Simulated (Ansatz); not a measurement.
# Calculations on Si$_{16}$O

**1. Relaxation**

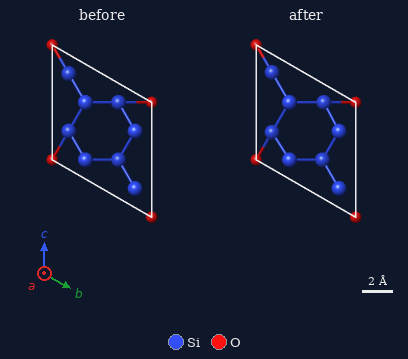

The structure of a defect cell of composition Si$_{16}$O (coarse preliminary run) before (left) and after (right) a relaxation, at one scale.

The picture is a ball-and-stick view of the cell of the calculation, seen along the a axis.

Case: O interstitial, charge +0, atoms relaxed at the host's cell.

Level of theory: DFT PBE, scalar-relativistic, plane waves, PAW in Ansatz.

Input
```yaml
crystal:
  lattice:
    - [0.0, 0.0, 6.3650227274]
    - [7.7025612697, 1.0e-10, 0.0]
    - [-3.8512806349, 6.6706137337, 0.0]
  atoms:
    - { symbol: Si, position: [0.0629309403, 0.1666666667, 0.3333333333] }
    - { symbol: Si, position: [0.0629309403, 0.1666666667, 0.8333333333] }
    - { symbol: Si, position: [0.0629309403, 0.6666666667, 0.3333333333] }
    - { symbol: Si, position: [0.0629309403, 0.6666666667, 0.8333333333] }
    - { symbol: Si, position: [0.5629309403, 0.3333333333, 0.1666666667] }
    - { symbol: Si, position: [0.5629309403, 0.3333333333, 0.6666666667] }
    - { symbol: Si, position: [0.5629309403, 0.8333333333, 0.1666666667] }
    - { symbol: Si, position: [0.5629309403, 0.8333333333, 0.6666666667] }
    - { symbol: Si, position: [0.4370690597, 0.1666666667, 0.3333333333] }
    - { symbol: Si, position: [0.4370690597, 0.1666666667, 0.8333333333] }
    - { symbol: Si, position: [0.4370690597, 0.6666666667, 0.3333333333] }
    - { symbol: Si, position: [0.4370690597, 0.6666666667, 0.8333333333] }
    - { symbol: Si, position: [0.9370690597, 0.3333333333, 0.1666666667] }
    - { symbol: Si, position: [0.9370690597, 0.3333333333, 0.6666666667] }
    - { symbol: Si, position: [0.9370690597, 0.8333333333, 0.1666666667] }
    - { symbol: Si, position: [0.9370690597, 0.8333333333, 0.6666666667] }
    - { symbol: O, position: [0.25, 0.0, 0.0] }
  host:
    lattice:
      - [3.8512806348, 0.0, 0.0]
      - [-1.9256403174, 3.3353068669, 0.0]
      - [0.0, 0.0, 6.3650227274]
    atoms:
      - { symbol: Si, position: [0.3333333333, 0.6666666667, 0.0629309403] }
      - { symbol: Si, position: [0.6666666667, 0.3333333333, 0.5629309403] }
      - { symbol: Si, position: [0.3333333333, 0.6666666667, 0.4370690597] }
      - { symbol: Si, position: [0.6666666667, 0.3333333333, 0.9370690597] }
basis:
  ecutwfc: 420
  xc_grid: 2
kpoints:
  mp_grid: { grid: [1, 1, 1], shift: [0.0, 0.0, 0.0] }
hamiltonian:
  xc: pbe
scf:
  occupations: { method: gaussian, width: 0.02 }
output:
  forces: true
  stress: false
  eigenvalues: true
  charged_corrections:
    defect_position: [0.25, 0.0, 0.0]
    epsilon: [[12.6179, 0.0, 0.0], [0.0, 12.6179, 0.0], [0.0, 0.0, 13.7065]]
relax:
  adjacent_minimum: "off"
  f_tol: 0.025
  max_steps: 45
```

Run as
```bash
ansatz run input.yaml --threads 4 --pin off --max-ram 8192MiB --backend cpu --events-out ev --progress --plain --runs-dir out
```

Summarise the run.

Answer. The largest moves, 0.100 Å, are those of Si1, Si2, Si4, Si9, Si10 and Si12. Si9 goes along [−1 −1 −2]. O stays in place. The cell stays as it was. Some distances before and after: Si1–Si14 2.363 → 2.475 Å, Si10–O17 2.522 → 2.423 Å, Si1–Si9 2.381 → 2.306 Å, Si6–Si14 2.381 → 2.316 Å. Among the angles between lasting bonds that change: Si1–Si15–Si4 109.1° → 104.1°, Si14–Si4–Si15 109.1° → 106.2°, Si15–Si4–Si16 109.1° → 111.4°. Over 4 geometry steps the energy falls by 0.316 eV per cell of the calculation. The largest force component goes from 0.94 to 0.0024 eV/Å.

Limits of the set-up: the k-point mesh is coarse for a cell with partly filled bands; the periodic images lie only 6.4 Å apart, so the values are limited by the cell's size.

**2. Relaxation**

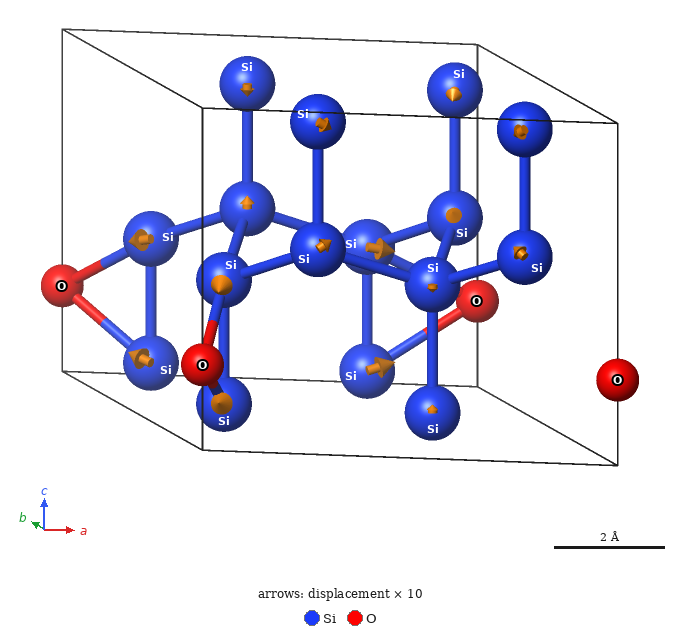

This is a relaxation of a defect cell of composition Si16O (cell charge +1) (coarse preliminary run). The starting structure is drawn; orange arrows show the displacements, 10 times their true length.

Style: ball-and-stick. Shown: the cell of the calculation, reduced to other axes, slightly off an axis. Lengths and directions refer to the drawn axes.

Case: O interstitial, charge +1, atoms relaxed at the host's cell.

Method: Ansatz 0.2.0, DFT PBE, scalar-relativistic, plane waves, PAW.

Input file:
```yaml
crystal:
  lattice:
    - [0.0, 0.0, 6.3650227274]
    - [7.7025612697, 1.0e-10, 0.0]
    - [-3.8512806349, 6.6706137337, 0.0]
  atoms:
    - { symbol: Si, position: [0.068870199, 0.159729245, 0.31945849], spin: 0.077 }
    - { symbol: Si, position: [0.068870199, 0.159729245, 0.840270755], spin: 0.077 }
    - { symbol: Si, position: [0.0627535746, 0.6666666667, 0.3333333333] }
    - { symbol: Si, position: [0.068870199, 0.68054151, 0.840270755], spin: 0.077 }
    - { symbol: Si, position: [0.5637169053, 0.3346695977, 0.1673347988], spin: 0.077 }
    - { symbol: Si, position: [0.5680818319, 0.3333333333, 0.6666666667] }
    - { symbol: Si, position: [0.5637169053, 0.8326652012, 0.1673347988], spin: 0.077 }
    - { symbol: Si, position: [0.5637169053, 0.8326652012, 0.6653304023], spin: 0.077 }
    - { symbol: Si, position: [0.431129801, 0.159729245, 0.31945849], spin: 0.077 }
    - { symbol: Si, position: [0.431129801, 0.159729245, 0.840270755], spin: 0.077 }
    - { symbol: Si, position: [0.4372464254, 0.6666666667, 0.3333333333] }
    - { symbol: Si, position: [0.431129801, 0.68054151, 0.840270755], spin: 0.077 }
    - { symbol: Si, position: [0.9362830947, 0.3346695977, 0.1673347988], spin: 0.077 }
    - { symbol: Si, position: [0.9319181681, 0.3333333333, 0.6666666667] }
    - { symbol: Si, position: [0.9362830947, 0.8326652012, 0.1673347988], spin: 0.077 }
    - { symbol: Si, position: [0.9362830947, 0.8326652012, 0.6653304023], spin: 0.077 }
    - { symbol: O, position: [0.25, 0.0, 0.0], spin: 0.077 }
  host:
    lattice:
      - [3.8512806348, 0.0, 0.0]
      - [-1.9256403174, 3.3353068669, 0.0]
      - [0.0, 0.0, 6.3650227274]
    atoms:
      - { symbol: Si, position: [0.3333333333, 0.6666666667, 0.0629309403] }
      - { symbol: Si, position: [0.6666666667, 0.3333333333, 0.5629309403] }
      - { symbol: Si, position: [0.3333333333, 0.6666666667, 0.4370690597] }
      - { symbol: Si, position: [0.6666666667, 0.3333333333, 0.9370690597] }
total_charge: 1
basis:
  ecutwfc: 420
  xc_grid: 2
kpoints:
  mp_grid: { grid: [1, 1, 1], shift: [0.0, 0.0, 0.0] }
hamiltonian:
  xc: pbe
scf:
  occupations: { method: gaussian, width: 0.02 }
output:
  forces: true
  stress: false
  eigenvalues: true
  populations: true
  charged_corrections:
    defect_position: [0.25, 0.0, 0.0]
    epsilon: [[12.6179, 0.0, 0.0], [0.0, 12.6179, 0.0], [0.0, 0.0, 13.7065]]
magnetization:
  spin_polarized: true
relax:
  adjacent_minimum: "off"
  f_tol: 0.025
  max_steps: 45
```

Command:
```bash
ansatz run input.yaml --threads 4 --pin off --max-ram 8192MiB --backend cpu --events-out ev --progress --plain --runs-dir out
```

### Which element moves most?

Silicon: up to 0.056 Å, against 0.000 Å for oxygen.

### What did the optimiser do to the structure, and how much energy did it gain?

The largest moves, 0.056 Å, are those of Si1, Si2, Si4, Si9, Si10 and Si12. Si12 goes roughly along [3 1 −1]. O stays in place. The lattice vectors keep their values. Among the contacts that change: Si1–Si14 2.475 → 2.539 Å, Si10–O17 2.423 → 2.369 Å, Si6–Si14 2.316 → 2.267 Å, Si5–Si13 2.371 → 2.340 Å. Among the angles between lasting bonds that change: Si2–Si16–Si4 104.1° → 100.3°, Si14–Si4–Si15 106.2° → 104.1°. After 4 geometry steps the energy has fallen by 97.9 meV per cell of the calculation. Largest force component: 0.54 eV/Å at the start, 0.002 eV/Å at the end. The program noted that the starting moments weren't kept. The run took 9.6 s on 4 threads of Arm Neoverse N1, on a shared host, peak memory 0.46 GiB.

Limits of the set-up: the k-point mesh is coarse for a cell with partly filled bands; the periodic images lie only 6.4 Å apart, so the values are limited by the cell's size; the cell is charged, on a uniform background, and energies carry no finite-size correction.

**3. Defect**

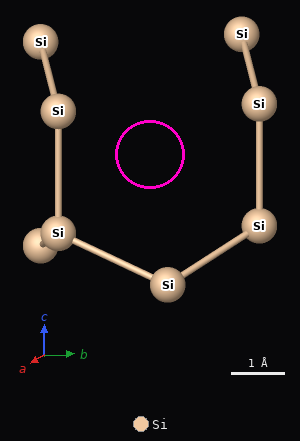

Perfect Si. A ball-and-stick model of the atoms within 4.6 Å of one point, in a slice 3.4 Å thick across the line of sight, seen slightly off an axis.

Theory: DFT PBE, scalar-relativistic, plane waves, PAW (Ansatz). (plane-wave cutoff 420 eV; k-point mesh 1 × 1 × 1; occupations gaussian; smearing width 0.02 eV; collinear spin) The cell is small and the k-mesh coarse, so the numbers are rough. A uniform background neutralises the charged cell. The axes drawn are those of the host's conventional cell.

An extra oxygen atom is put between the host's atoms (an interstitial) at the ringed place, in charge state +1. The supercell has 16 sites, and the atoms are relaxed at the host's cell.

> Predict the relaxed surroundings of the defect.

The O atom starts with 12 Si at 2.52 to 2.99 Å around its place and ends with 6 Si at 2.37 Å. Of the host's atoms, a silicon atom moves furthest from its site, by 0.16 Å.

The relaxed defect, seen from the same direction:

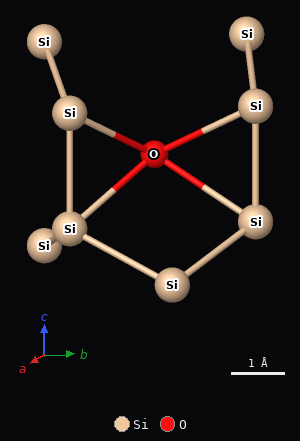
